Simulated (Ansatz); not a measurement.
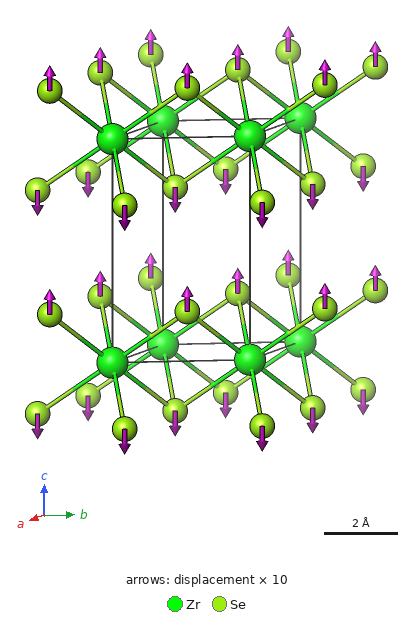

A relaxation of crystalline ZrSe2 (a generated structure, set up in P-3m1). The starting structure is drawn; purple arrows show the displacements (the part carried along by the change of the cell is left out), magnified 10 times.

Style: ball-and-stick. Shown: the cell of the calculation, slightly off an axis.

Case: S → Se on all its sites, cell and atoms relaxed.

Method: Ansatz, DFT PBEsol, scalar-relativistic, plane waves, PAW.

Input file:
```yaml
crystal:
  lattice:
    - [3.815423094, 0.0, 0.0]
    - [-1.907711547, 3.3042533256, 0.0]
    - [0.0, 0.0, 6.1919438159]
  atoms:
    - { symbol: Zr, position: [0.0, 0.0, 0.0] }
    - { symbol: Se, position: [0.6666666667, 0.3333333333, 0.7531560945] }
    - { symbol: Se, position: [0.3333333333, 0.6666666667, 0.2468439055] }
basis:
  ecutwfc: 420
kpoints:
  mp_grid: { grid: [12, 12, 6] }
hamiltonian:
  xc: pbesol
scf:
  occupations: { method: gaussian, width: 0.02 }
output:
  forces: true
  stress: true
  eigenvalues: true
relax:
  adjacent_minimum: "off"
  f_tol: 0.01
  max_steps: 60
  cell: { stress_tol: 0.1 }
```

Command:
```bash
ansatz run input.yaml --threads 1 --pin off --max-ram 2560MiB --backend cpu --events-out ev --progress --plain --runs-dir out
```

Describe the change and its energy.

Answer. The energy falls by 36.1 meV per cell of the calculation in 3 accepted moves (5 points after the start). Largest force component: 0.2 eV/Å at the start, 0.00055 eV/Å at the end. Pressure: −1.08 GPa at the start and −0.01 GPa at the end. The line search rejected the trial step at point 1 of the run. The SCF was repeated once at an unchanged geometry on a basis and grid sized afresh for the cell, which shifted the energy by 0.4 meV per cell of the calculation at most. The largest moves relative to the cell, 0.072 Å, are those of Se2 and Se3. Se2 goes along −c. Zr stays in place. The volume changes by −5.2 %, with a = b 3.815 → 3.729 Å (−2.3 %), c 6.192 → 6.141 Å (−0.8 %). Among the contacts that change: Zr1–Se2 2.681 → 2.675 Å. Bond angles that change, for instance: Se2–Zr1–Se2 90.7° → 88.4°, Zr1–Se3–Zr1 90.7° → 88.4°, Se2–Zr1–Se3 89.3° → 91.6°. The space group stays P-3m1 (No. 164).
